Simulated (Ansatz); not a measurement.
System: Rh (interface cell).

```cif
data_structure
_symmetry_space_group_name_H-M 'P 1'
_symmetry_Int_Tables_number 1
_cell_length_a 3.8300
_cell_length_b 6.0557
_cell_length_c 11.8165
_cell_angle_alpha 90.000
_cell_angle_beta 90.000
_cell_angle_gamma 90.000
_cell_volume 274.06
loop_
_atom_site_label
_atom_site_type_symbol
_atom_site_fract_x
_atom_site_fract_y
_atom_site_fract_z
_atom_site_occupancy
Rh1 Rh 0.00000 0.59509 0.09069 1
Rh2 Rh 0.00000 0.39857 0.37870 1
Rh3 Rh 0.50000 0.28652 0.99396 1
Rh4 Rh 0.50000 0.90143 0.10922 1
Rh5 Rh 0.50000 0.10996 0.33173 1
Rh6 Rh 0.50000 0.70491 0.39722 1
Rh7 Rh 0.50000 0.47674 0.21689 1
Rh8 Rh 0.00000 0.19004 0.15619 1
Rh9 Rh 0.00000 0.82326 0.27103 1
Rh10 Rh 0.00000 0.01348 0.49396 1
Rh11 Rh 0.00000 0.59509 0.89722 1
Rh12 Rh 0.00000 0.39857 0.60922 1
Rh13 Rh 0.50000 0.90143 0.87870 1
Rh14 Rh 0.50000 0.10996 0.65619 1
Rh15 Rh 0.50000 0.70491 0.59069 1
Rh16 Rh 0.50000 0.47674 0.77103 1
Rh17 Rh 0.00000 0.19004 0.83173 1
Rh18 Rh 0.00000 0.82326 0.71689 1
```

Computed without spin polarisation.

Method: DFT PBE, scalar-relativistic, plane waves, PAW in Ansatz.

Question: Predict the valence pseudo-density and electron localisation function between the atoms.

Answer: Rh–Rh (2.29 Å): ρ is about 0.8 e/Å³ halfway; the ELF is about 0.30 at the midpoint; no shared electron pair shows on this line.
Rh–Rh (2.54 Å): ρ at the midpoint is about 0.48 e/Å³; the ELF is about 0.30 at the midpoint: no shared electron pair shows on this line.
Rh–Rh (2.57 Å): the density is about 0.46 e/Å³ at the midpoint; the ELF is about 0.30 at the midpoint: no localised pair shows between them.

Question: Does the calculation make it a metal, or give it a gap?

Answer: It is gapless in this calculation (a metal or semimetal).

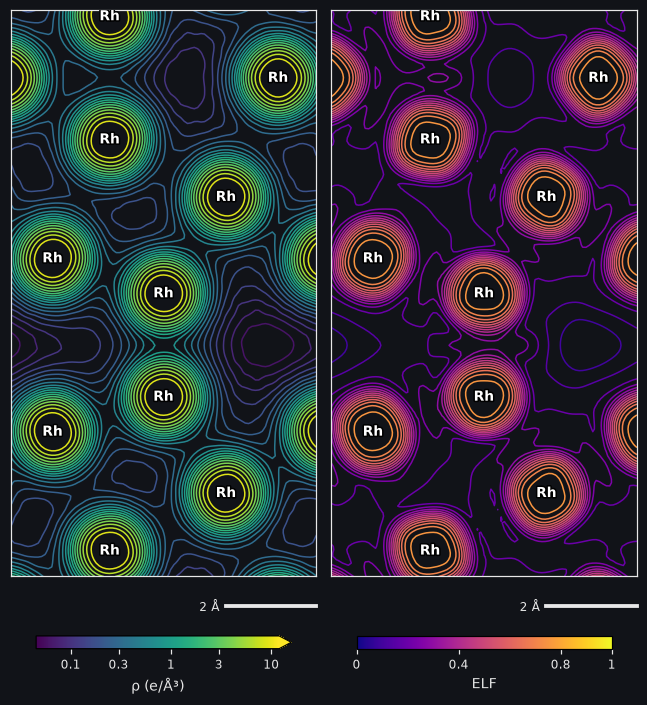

Computed valence pseudo-density and electron localisation function on the (100) plane of the calculation cell, in this order. 

The density is the valence pseudo-density of a PAW calculation; it isn't the true density close to the nuclei.
